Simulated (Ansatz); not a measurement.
# Does disorder add resistance in series? Au(111) layers with 75 % Os

Two lengths of the disordered region are known. What area resistance does the third give?

**Method.** Ansatz 0.2.0, plane waves with PAW datasets at their recommended cutoffs (420 eV for most), Fermi-Dirac smearing; ballistic transmission by layer matching. The area resistance is RA = A (h/2e²)(1/T − 1/N), with T the zone-mean transmission per spin and N the lead's channels, both averaged over a few energies near the Fermi level; for magnets each spin is taken apart, with h/e², and the two conduct in parallel. Lateral cell 2x2, PBE, a fresh random draw for each length.

Results; the value marked ? is to be predicted:

```tsv
length (Å)	channels N	RA (fΩ m²)
9.42	3.183	1.51
18.8	3.210	2.23
28.3	3.203	?
```

**Fit on the rows shown.**

Ohm's law makes RA linear in the length: the slope is (2.23 − 1.51)/(18.8 − 9.42) = 0.0759 fΩ m² per Å, or 76 µΩ cm. Then 2.23 + 0.0759 × 9.42. Predicted: 2.94 fΩ m².

What the run gave:

2.78 fΩ m², so the prediction is 5.8 % too high. The three lengths together give 67 µΩ cm. The two increments are 0.71 and 0.55 fΩ m², roughly as Ohm's law has it, though with one draw for each length that is a weak test.

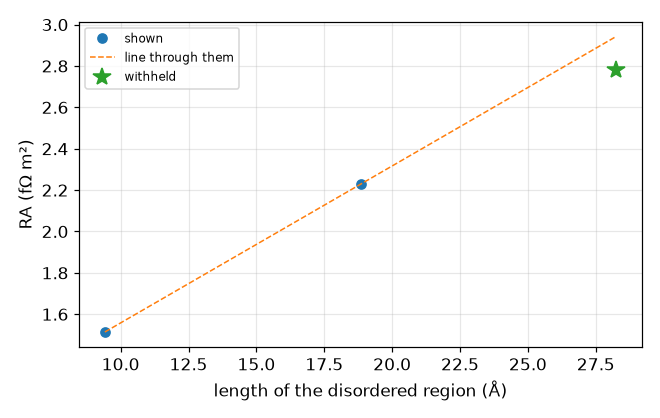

Area resistance against length.

Caveats: The scatterers repeat sideways with the small cell. The slope is a raw one; a model of isotropic scattering puts it 1.01 times the bulk value over these lengths. Atoms sit unrelaxed on the host's lattice, and the pair may not mix at random in practice. Spin-orbit coupling is left out, which matters for Au and Os.

[Logs are printed without paths, hosts, clocks, repeated set-up lines and the standing remarks that a program may print on its own settings, such as how far it seeks lower states.]
